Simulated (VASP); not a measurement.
# GaN with LDA: from relaxation to properties, part 6 of 6

What structure and properties does LDA give GaN, and how near are they to the measured ones? The start is a cell from a database of measured crystal structures.

VASP 6.6.1, plane waves and PAW; the level of theory is named at each step.

Still holding for the runs below: Spin-orbit coupling is off here; it would split degenerate levels.

So far, gap on the k-mesh (eV): step 2 (full relaxation (LDA)) 2.11; step 6 (total and projected DOS (LDA)) 2.11; step 8 (independent-particle dielectric function (LDA)) 2.11; step 10 (starting orbitals for the hybrid) 2.10.

The database entry behind the starting cell differs from later determinations by our own check (about 0.3 % short, ideal inner coordinate), so it need not match the best structure at ambient conditions.

## 11. Band structure (HSE06)

This step: HSE06; plane waves and PAW (Ga_d, N) (VASP 6.6.1).

HSE06 mixes in a quarter of exact exchange at short range, at far higher cost; in semiconductors this cures much of the gap error, while metals seldom gain.

INCAR

```
SYSTEM = GaN
PREC = Accurate
ENCUT = 520
EDIFF = 1E-06
NELM = 100
ISMEAR = 0
SIGMA = 0.05
LREAL = .FALSE.
ALGO = Normal
LHFCALC = .TRUE.
AEXX = 0.25
GGA = PE
HFSCREEN = 0.2
LASPH = .TRUE.
NBANDS = 24
PRECFOCK = Fast
LORBIT = 11
LWAVE = .FALSE.
LCHARG = .FALSE.
KPAR = 4
```

POSCAR

```
GaN
1.0
    3.1572096375      0.0000000000      0.0000000000
   -1.5786048187      2.7342237511      0.0000000000
    0.0000000000      0.0000000000      5.1484463603
Ga N
2 2
Direct
    0.3333333333      0.6666666667      0.9993965707
    0.6666666667      0.3333333333      0.4993965707
    0.3333333333      0.6666666667      0.3756034293
    0.6666666667      0.3333333333      0.8756034293
```

KPOINTS

```
Automatic mesh
0
Gamma
5 5 3
0 0 0
```

KPOINTS_OPT

```
Line mode
6
Line-mode
Reciprocal
  0.00000000   0.00000000   0.00000000 GAMMA
  0.50000000   0.00000000   0.00000000 M

  0.50000000   0.00000000   0.00000000 M
  0.33333333   0.33333333   0.00000000 K

  0.33333333   0.33333333   0.00000000 K
  0.00000000   0.00000000   0.00000000 GAMMA

  0.00000000   0.00000000   0.00000000 GAMMA
  0.00000000   0.00000000   0.50000000 A

  0.00000000   0.00000000   0.50000000 A
  0.50000000   0.00000000   0.50000000 L

  0.50000000   0.00000000   0.50000000 L
  0.33333333   0.33333333   0.50000000 H

  0.33333333   0.33333333   0.50000000 H
  0.00000000   0.00000000   0.50000000 A

  0.50000000   0.00000000   0.50000000 L
  0.50000000   0.00000000   0.00000000 M

  0.33333333   0.33333333   0.00000000 K
  0.33333333   0.33333333   0.50000000 H
```

PAW data sets: Ga_d and N (LDA family, release 64).

The run starts from files that an earlier step left in the folder.

Started as:

```
> mpirun -np 4 vasp_std
```

What it wrote:

```text
[banner, memory and clock lines left out]
running    4 mpi-ranks, on    1 nodes
 distrk:  each k-point on    1 cores,    4 groups
 distr:  one band on    1 cores,    1 groups

 POSCAR found type information on POSCAR GaN
 POSCAR found :  2 types and       4 ions
|                                                                             |
|               ----> ADVICE to this user running VASP <----                  |
|                                                                             |
|     You enforced a specific xc type in the INCAR file but a different       |
|     [... a line on the potential file left out ...]
|     I HOPE YOU KNOW WHAT YOU ARE DOING!                                     |
|                                                                             |

 LDA part: xc-table for (Slater+PW92), standard interpolation
 found WAVECAR, reading the header
 POSCAR, INCAR and KPOINTS ok, starting setup
 FFT: planning ... GRIDC
 FFT: planning ... GRID_SOFT
 FFT: planning ... GRID
 reading WAVECAR
 the WAVECAR file was read successfully
 initial charge from wavefunction
 entering main loop
       N       E                     dE             d eps       ncg     rms          rms(c)
DAV:   1    -0.295930132812E+02   -0.29593E+02   -0.23870E+00   672   0.364E+01    0.125E+00
DAV:   2    -0.295691062016E+02    0.23907E-01   -0.21982E-01   752   0.815E+00    0.817E-01
DAV:   3    -0.295565798476E+02    0.12526E-01   -0.39606E-02   752   0.303E+00    0.481E-01
DAV:   4    -0.295558792581E+02    0.70059E-03   -0.67422E-03   840   0.100E+00    0.265E-01
DAV:   5    -0.295554952538E+02    0.38400E-03   -0.51812E-04   776   0.332E-01    0.145E-01
DAV:   6    -0.295553511840E+02    0.14407E-03   -0.15310E-04   560   0.107E-01    0.741E-02
DAV:   7    -0.295553048882E+02    0.46296E-04   -0.22337E-05   672   0.505E-02    0.403E-02
DAV:   8    -0.295552881221E+02    0.16766E-04   -0.54650E-06   592   0.301E-02    0.232E-02
DAV:   9    -0.295552827020E+02    0.54200E-05   -0.35239E-06   584   0.182E-02    0.133E-02
DAV:  10    -0.295552809616E+02    0.17405E-05   -0.90651E-07   312   0.884E-03    0.792E-03
DAV:  11    -0.295552803819E+02    0.57965E-06   -0.51469E-07   288   0.644E-03
   1 F= -.29555280E+02 E0= -.29555280E+02  d E =-.153493E-10
 Start KPOINTS_OPT (optional k-point list driver)
k-point batch [1-10\54]
       N       E                     dE             ncg
DAV:   1     0.108252551491E+04   -0.90038E+04      512
DAV:   2    -0.195639009842E+04   -0.30389E+04      496
DAV:   3    -0.234387565427E+04   -0.38749E+03      552
DAV:   4    -0.236238358374E+04   -0.18508E+02      640
DAV:   5    -0.236279072993E+04   -0.40715E+00      592
DAV:   6    -0.236280302433E+04   -0.12294E-01      768
DAV:   7    -0.236280330540E+04   -0.28107E-03      600
DAV:   8    -0.236280330936E+04   -0.39548E-05      520
DAV:   9    -0.236280330951E+04   -0.14911E-06      408
[...]
k-point batch [51-54\54]
       N       E                     dE             ncg
DAV:   1     0.918542030600E+04   -0.58935E+04      208
DAV:   2     0.806340577198E+04   -0.11220E+04      200
DAV:   3     0.793366341813E+04   -0.12974E+03      248
DAV:   4     0.792840681988E+04   -0.52566E+01      232
DAV:   5     0.792830792153E+04   -0.98898E-01      232
DAV:   6     0.792830423850E+04   -0.36830E-02      304
DAV:   7     0.792830418824E+04   -0.50266E-04      232
DAV:   8     0.792830418786E+04   -0.37684E-06      160
```

The job ended after 40 min (4 MPI ranks of AMD EPYC 7R43, shared host; peak memory 1 GiB).

From OUTCAR (step 11):

```text
   k-points           NKPTS =     10   k-points in BZ     NKDIM =     75   number of bands    NBANDS=     24

   NELECT =      36.0000    total number of electrons

  exchange ACFDT corr.  =         0.00000000  see jH, gK, PRB 81, 115126

 E-fermi :   5.0838

 k-point     1 :       0.0000    0.0000    0.0000
  band No.  band energies     occupation
    ...
     14       3.7238      2.00000
     15       3.7238      2.00000
     16       4.8281      2.00000
     17       4.8734      2.00000
     18       4.8734      2.00000
     19       8.2889      0.00000
     20      10.7991      0.00000
     21      16.0367      0.00000
     22      16.5389      0.00000
     23      16.5389      0.00000
    ...

 POSITION                                       TOTAL-FORCE (eV/Angst)
 -----------------------------------------------------------------------------------
     -0.00000      1.82282      5.14534        -0.000000     -0.000000     -0.031369
      1.57860      0.91141      2.57112         0.000000      0.000000     -0.031369
     -0.00000      1.82282      1.93377         0.000000     -0.000000      0.031369
      1.57860      0.91141      4.50800         0.000000     -0.000000      0.031369
 -----------------------------------------------------------------------------------
    total drift:                                0.000002     -0.000002      0.000041

  FREE ENERGIE OF THE ION-ELECTRON SYSTEM (eV)
  ---------------------------------------------------
  free  energy   TOTEN  =       -29.5552803819 eV

  energy  without entropy=      -29.5552803819  energy(sigma->0) =      -29.55528038

[... 8 parts as in an earlier step ...]

[... 8 further parts left out ...]
```

The PAW data sets were made with LDA, a small mismatch for this functional.

This step gave:

```yaml
scf_cycles: 11
free_energy_toten: -29.56 eV
fermi_energy: 5.084 eV
least_gap_on_mesh_and_path: 3.415 eV
least_direct_gap_on_mesh_and_path: 3.415 eV
```

The electronic bands at the labelled points (eV, zero at the valence-band top; v1 is the highest filled band, c1 the lowest empty one):

```
    point     v4     v3     v2     v1    c1    c2     c3     c4
        Γ  -1.15  -0.05   0.00   0.00  3.42  5.93  11.16  11.67
        M  -4.63  -3.04  -2.43  -1.11  6.47  7.13   7.57  10.73
        K  -5.76  -3.30  -3.30  -3.04  6.33  9.90   9.90  10.11
        Γ  -1.15  -0.05   0.00   0.00  3.42  5.93  11.16  11.67
        A  -0.59  -0.59  -0.59  -0.59  5.90  5.90  10.26  10.26
        L  -2.15  -2.15  -2.10  -2.10  5.79  5.79   9.53   9.53
        H  -4.65  -4.65  -1.64  -1.64  8.07  8.07   8.81   8.81
        A  -0.59  -0.59  -0.59  -0.59  5.90  5.90  10.26  10.26
jump to L  -2.15  -2.15  -2.10  -2.10  5.79  5.79   9.53   9.53
        M  -4.63  -3.04  -2.43  -1.11  6.47  7.13   7.57  10.73
jump to K  -5.76  -3.30  -3.30  -3.04  6.33  9.90   9.90  10.11
        H  -4.65  -4.65  -1.64  -1.64  8.07  8.07   8.81   8.81
```

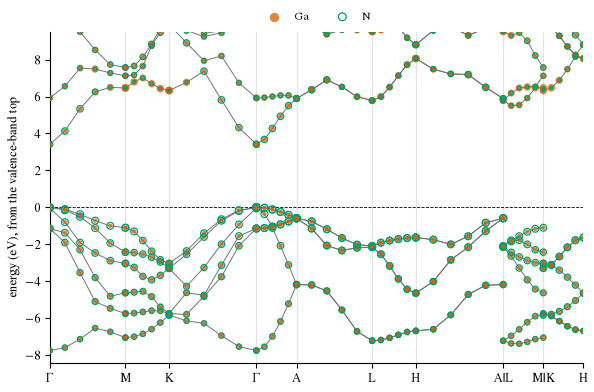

Electronic bands along the path; dots are coloured as in the legend, and their area grows with the weight.

The gap moves by +1.31 eV against LDA, which ran on another mesh.

## 12. Band structure (TB-mBJ)

This step: TB-mBJ; plane waves and PAW (Ga_d, N) (VASP 6.6.1).

Levels along the symmetry lines show where the bands peak and cross; KPOINTS_OPT computes them in the converged potential. TB-mBJ is a local potential fitted to gaps: it costs far less than a hybrid but gives no energy.

INCAR

```
SYSTEM = GaN
PREC = Accurate
ENCUT = 520
EDIFF = 1E-06
NELM = 150
ISMEAR = 0
SIGMA = 0.05
LREAL = .FALSE.
ALGO = Normal
METAGGA = MBJ
LASPH = .TRUE.
NBANDS = 32
LORBIT = 11
LWAVE = .FALSE.
LCHARG = .FALSE.
KPAR = 4
```

POSCAR is that of step 11.

KPOINTS

```
Automatic mesh
0
Gamma
10 10 5
0 0 0
```

Changes to KPOINTS_OPT since step 11:

```diff
@@ -1,3 +1,3 @@
 Line mode
-6
+16
 Line-mode
```

Started as:

```
> mpirun -np 4 vasp_std
```

What it wrote:

```text
[banner, memory and clock lines left out]
running    4 mpi-ranks, on    1 nodes
 distrk:  each k-point on    1 cores,    4 groups
 distr:  one band on    1 cores,    1 groups

 POSCAR found type information on POSCAR GaN
 POSCAR found :  2 types and       4 ions
 [... a notice as in an earlier step ...]

 LDA part: xc-table for (None), standard interpolation
 POSCAR, INCAR and KPOINTS ok, starting setup
 FFT: planning ... GRIDC
 FFT: planning ... GRID_SOFT
 FFT: planning ... GRID
 WAVECAR not read
 entering main loop
       N       E                     dE             d eps       ncg     rms          rms(c)
DAV:   1     0.250548100496E+03    0.25055E+03   -0.16097E+04  3328   0.207E+03
DAV:   2    -0.272031818737E+02   -0.27775E+03   -0.25195E+03  2712   0.468E+02
DAV:   3    -0.661669834419E+02   -0.38964E+02   -0.38317E+02  3160   0.125E+02
DAV:   4    -0.672859647152E+02   -0.11190E+01   -0.11177E+01  3096   0.234E+01
DAV:   5    -0.673039145092E+02   -0.17950E-01   -0.17949E-01  3280   0.301E+00    0.133E+01
DAV:   6    -0.610314377866E+02    0.62725E+01   -0.41281E+01  4504   0.145E+02    0.803E+00
DAV:   7    -0.629303983498E+02   -0.18990E+01   -0.15072E+01  3160   0.473E+01    0.620E+00
DAV:   8    -0.603909805519E+02    0.25394E+01   -0.43374E+00  3400   0.227E+01    0.744E+00
DAV:   9    -0.601816871097E+02    0.20929E+00   -0.75585E+00  2896   0.147E+01    0.419E+00
DAV:  10    -0.588004867734E+02    0.13812E+01   -0.26872E+00  3496   0.191E+01    0.113E+00
DAV:  11    -0.574074868562E+02    0.13930E+01   -0.51446E-01  3720   0.725E+00    0.270E+00
DAV:  12    -0.572545187322E+02    0.15297E+00   -0.32735E-01  3848   0.824E+00    0.112E+00
DAV:  13    -0.573301686693E+02   -0.75650E-01   -0.11522E-01  3536   0.338E+00    0.162E+00
DAV:  14    -0.578225173428E+02   -0.49235E+00   -0.41208E-02  3656   0.176E+00    0.959E-01
DAV:  15    -0.590653153104E+02   -0.12428E+01   -0.32555E-01  3016   0.271E+00    0.653E-01
DAV:  16    -0.592339100454E+02   -0.16859E+00   -0.11319E-01  3792   0.346E+00    0.743E-01
DAV:  17    -0.585863085262E+02    0.64760E+00   -0.94293E-02  2736   0.195E+00    0.531E-01
DAV:  18    -0.584819152090E+02    0.10439E+00   -0.46847E-02  3312   0.177E+00    0.312E-01
DAV:  19    -0.585729218569E+02   -0.91007E-01   -0.83471E-03  2800   0.677E-01    0.208E-01
DAV:  20    -0.588068723422E+02   -0.23395E+00   -0.70879E-03  3112   0.416E-01    0.408E-02
DAV:  21    -0.588503120878E+02   -0.43440E-01   -0.27852E-03  3792   0.468E-01    0.448E-02
DAV:  22    -0.588766531529E+02   -0.26341E-01   -0.48001E-04  2976   0.176E-01    0.166E-02
DAV:  23    -0.588787125267E+02   -0.20594E-02   -0.49343E-05  3768   0.856E-02    0.234E-02
DAV:  24    -0.589031201925E+02   -0.24408E-01   -0.52418E-05  3760   0.579E-02    0.741E-03
DAV:  25    -0.589099773246E+02   -0.68571E-02   -0.47462E-05  3608   0.487E-02    0.637E-03
DAV:  26    -0.589104711264E+02   -0.49380E-03   -0.75120E-06  2848   0.204E-02    0.710E-03
DAV:  27    -0.589104887536E+02   -0.17627E-04   -0.54631E-07  2304   0.793E-03    0.747E-03
DAV:  28    -0.589095257027E+02    0.96305E-03   -0.29599E-07  1816   0.506E-03    0.590E-03
DAV:  29    -0.589082101250E+02    0.13156E-02   -0.88391E-07  2288   0.742E-03    0.460E-03
DAV:  30    -0.589068938228E+02    0.13163E-02   -0.39857E-07  1376   0.492E-03    0.361E-03
DAV:  31    -0.589061993933E+02    0.69443E-03   -0.23717E-07  1344   0.388E-03    0.319E-03
DAV:  32    -0.589049752603E+02    0.12241E-02   -0.23324E-07  1368   0.444E-03    0.188E-03
DAV:  33    -0.589039670351E+02    0.10082E-02   -0.38754E-07  1720   0.393E-03    0.113E-03
DAV:  34    -0.589037123498E+02    0.25469E-03   -0.10993E-07  1344   0.269E-03    0.113E-03
DAV:  35    -0.589033667217E+02    0.34563E-03   -0.55835E-08  1344   0.212E-03    0.689E-04
DAV:  36    -0.589030955743E+02    0.27115E-03   -0.47267E-08  1344   0.142E-03    0.542E-04
DAV:  37    -0.589027187840E+02    0.37679E-03   -0.39603E-08  1344   0.172E-03    0.196E-04
DAV:  38    -0.589024429372E+02    0.27585E-03   -0.42379E-08  1344   0.139E-03    0.607E-05
DAV:  39    -0.589024438447E+02   -0.90752E-06   -0.14995E-08  1344   0.114E-03
   1 F= -.58902444E+02 E0= -.58902444E+02  d E =-.390645E-22
 Start KPOINTS_OPT (optional k-point list driver)
k-point batch [1-42\144]
       N       E                     dE             ncg
DAV:   1     0.812127150174E+04   -0.38946E+05     3304
DAV:   2    -0.405092306374E+04   -0.12172E+05     2696
DAV:   3    -0.561716492113E+04   -0.15662E+04     3176
DAV:   4    -0.566059624836E+04   -0.43431E+02     3104
DAV:   5    -0.566126095182E+04   -0.66470E+00     3336
DAV:   6    -0.566128843818E+04   -0.27486E-01     3792
DAV:   7    -0.566128894397E+04   -0.50579E-03     3504
DAV:   8    -0.566128894875E+04   -0.47760E-05     2544
DAV:   9    -0.566128894903E+04   -0.28457E-06     2216
[...]
k-point batch [127-144\144]
       N       E                     dE             ncg
DAV:   1     0.305889230043E+05   -0.24161E+05     1432
DAV:   2     0.254331561923E+05   -0.51558E+04     1168
DAV:   3     0.247641733205E+05   -0.66898E+03     1328
DAV:   4     0.247452804831E+05   -0.18893E+02     1416
DAV:   5     0.247449972096E+05   -0.28327E+00     1440
DAV:   6     0.247449859352E+05   -0.11274E-01     1648
DAV:   7     0.247449856978E+05   -0.23733E-03     1472
DAV:   8     0.247449856947E+05   -0.31852E-05     1160
DAV:   9     0.247449856945E+05   -0.13746E-06      896
```

Elapsed: 2.6 min, on 4 MPI ranks; peak memory 0.79 GiB.

From OUTCAR (step 12):

```text
   NELECT =      36.0000    total number of electrons

 E-fermi :   6.4894

 k-point     1 :       0.0000    0.0000    0.0000
  band No.  band energies     occupation
    ...
     14       5.1820      2.00000
     15       5.1821      2.00000
     16       6.1212      2.00000
     17       6.1634      2.00000
     18       6.1634      2.00000
     19       9.4166      0.00000
     20      12.0330      0.00000
     21      16.9431      0.00000
     22      17.6961      0.00000
     23      17.6970      0.00000
    ...

  Total     -226.2969984   -226.2969984   -226.4706253     -0.0000000      0.0000000      0.0000000
  in kB    -8157.8499374  -8157.8499371  -8164.1090663     -0.0000001      0.0000000      0.0000000
  external PRESSURE =   -8159.9363136 kB  Pullay stress =       0.0000000 kB

 POSITION                                       TOTAL-FORCE (eV/Angst)
 -----------------------------------------------------------------------------------
     -0.00000      1.82282      5.14534        -0.000000      0.000000      0.048354
      1.57860      0.91141      2.57112         0.000000     -0.000000      0.048354
     -0.00000      1.82282      1.93377         0.000000     -0.000000     -0.048354
      1.57860      0.91141      4.50800         0.000000     -0.000000     -0.048354
 -----------------------------------------------------------------------------------
    total drift:                               -0.000002     -0.000002      0.363616

  FREE ENERGIE OF THE ION-ELECTRON SYSTEM (eV)
  ---------------------------------------------------
  free  energy   TOTEN  =       -58.9024438447 eV

  energy  without entropy=      -58.9024438447  energy(sigma->0) =      -58.90244384

[... 9 parts as in an earlier step ...]

[... 8 further parts left out ...]
```

This functional is a potential without an energy, so its energies, forces and stress mean nothing and are not read.

Numbers from this step:

```
SCF cycles                        : 39
bands                             : 32
irreducible k-points              : 42
Fermi energy                      : 6.489 eV
least gap on mesh and path        : 3.253 eV
least direct gap on mesh and path : 3.253 eV
```

Electronic bands along the path, in eV, zero at the valence-band top; v1 is the highest filled band, c1 the lowest empty one:

```
    point     v4     v3     v2     v1    c1    c2     c3     c4
        Γ  -0.98  -0.04   0.00   0.00  3.25  5.87  10.78  11.53
        M  -3.96  -2.63  -2.02  -0.96  6.59  6.97   7.38  10.31
        K  -4.91  -2.81  -2.81  -2.57  6.51  9.44   9.44   9.86
        Γ  -0.98  -0.04   0.00   0.00  3.25  5.87  10.78  11.53
        A  -0.50  -0.50  -0.50  -0.50  5.64  5.64  10.00  10.00
        L  -1.85  -1.85  -1.81  -1.81  5.83  5.83   9.35   9.35
        H  -3.93  -3.93  -1.43  -1.43  7.91  7.91   8.66   8.66
        A  -0.50  -0.50  -0.50  -0.50  5.64  5.64  10.00  10.00
jump to L  -1.85  -1.85  -1.81  -1.81  5.83  5.83   9.35   9.35
        M  -3.96  -2.63  -2.02  -0.96  6.59  6.97   7.38  10.31
jump to K  -4.91  -2.81  -2.81  -2.57  6.51  9.44   9.44   9.86
        H  -3.93  -3.93  -1.43  -1.43  7.91  7.91   8.66   8.66
```

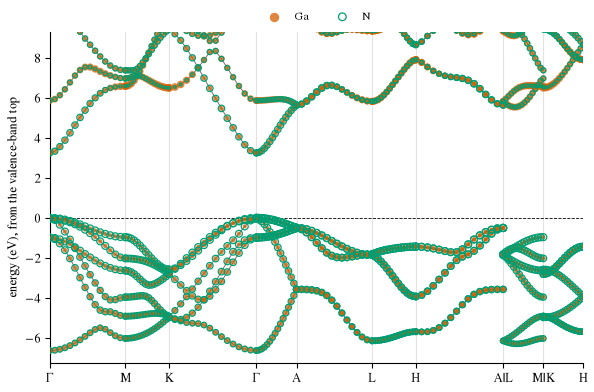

Electronic bands along the path; dots are coloured as in the legend, and their area grows with the weight.

The gap moves by +1.15 eV against LDA.

## 13. Summary of results

```yaml
relaxed_volume: 11.11 Å³/atom
relaxed_conventional_cell_a_b_c: 3.157, 3.157, 5.148 Å; angles 90.0, 90.0, 120.0°
space_group_after_relaxing_within_0p02_a: P6_3mc (No. 186)
band_gap: 2.11 eV, direct
gap_among_the_points_of_the_dos_mesh_alone_an_upper_bound: 2.11 eV
static_dielectric_constant_from_modes_and_born_charges_mean: 9.93
electronic_dielectric_constant_mean: 5.65
highest_zone_centre_mode: 698 cm⁻¹
strongest_peak_of_eps_2_mean_over_directions: 6.43 eV
eps_1_at_zero_frequency_no_local_fields_mean: 5.83
band_gap_lda_soc: 2.10 eV, direct
band_gap_hse06: 3.42 eV, direct
band_gap_tb_mbj: 3.25 eV, direct
```

With LDA, GaN relaxes to 11.11 Å³/atom in space group P6_3mc (held by the symmetry of the run) and has a direct gap of 2.11 eV (3.42 eV with HSE06). Against the listed cell the volume lies -1.8 % (a -0.7 %, c -0.3 %). Vibrations at Γ (LDA): The highest mode in this list at Γ, 697.6 cm⁻¹, is mostly motion of N (100 % of the kinetic energy). Bands along the symmetry lines (LDA + SOC): On this path the gap is direct, 2.10 eV, with the valence top at Γ and the conduction bottom at Γ. Band structure (HSE06): The path shows a direct gap of 3.42 eV (valence top at Γ, conduction bottom at Γ). Band structure (TB-mBJ): On this path the gap is direct, 3.25 eV, with the valence top at Γ and the conduction bottom at Γ. The other levels ran on the cell relaxed with LDA, and without spin-orbit coupling unless named. LASPH was switched on together with spin-orbit coupling, so shifts put down to the coupling hold both changes. Semilocal functionals usually underestimate gaps. Modes at Γ alone can't show that the crystal is stable at other wave vectors, and the LO-TO splitting is not included. No search among competing phases was made, and a listed structure need not be the one stable at ambient conditions. All values are for a static lattice at zero temperature.

Computed beside measured:

```
                                       quantity  measured              LDA  LDA, spin-orbit coupling            HSE06           TB-mBJ
                         lattice constant a (Å)     3.189   3.157 (-1.0 %)                         -                -                -
                         lattice constant c (Å)     5.186   5.148 (-0.7 %)                         -                -                -
                     band gap (direct gap) (eV)     3.503  2.11 (-1.40 eV)           2.10 (-1.40 eV)  3.42 (-0.09 eV)  3.25 (-0.25 eV)
static dielectric constant (mean of the tensor)       8.9   9.93 (+11.5 %)                         -                -                -
                    Raman mode, E2(high) (cm⁻¹)       570     570 (-0.1 %)                         -                -                -
```

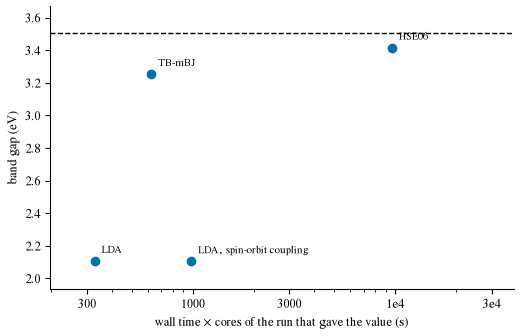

The band gap by level, against the cost of each run; the dashed line is the measured value.

Measured values from arxiv:1710.05670 (2017), pmc:6823545 (2019), arxiv:cond-mat/0501724 (2005) and arxiv:1601.01883 (2016).

How well it matches: The lattice constant a is off by -1.0 %: fair agreement. The lattice constant c is off by -0.7 %: good agreement. For the band gap, of the levels listed nearest comes HSE06 (-0.09 eV, good agreement) and farthest LDA, spin-orbit coupling (-1.40 eV, a clear miss). Zero-point and thermal motion shift the measured gap. The static dielectric constant is off by +11.5 %: fair agreement. The Raman mode is off by -0.1 %: good agreement. The grades are ours: good and fair within 0.7 and 1.5 % for the lattice constant a, 0.8 and 2 % for the lattice constant c, 10 and 25 % for the static dielectric constant and 3 and 7 % for the Raman mode. Zero-point motion and thermal expansion (measured at up to 300 K) are not in the computed lattice constants, static dielectric constant and Raman mode.

[Lines on the potential files, build, host, timing and source positions are cut from VASP's logs without a mark.]

[Logs are printed without paths, hosts, clocks, repeated set-up lines and the standing remarks that a program may print on its own settings, such as how far it seeks lower states.]

[Hosts, paths, dates, database ids (printed as entryN), source tags and the programs' standing remarks are cut or masked in the printed files.]

[A measured line is paired with the nearest computed mode of its activity, which favours agreement.]
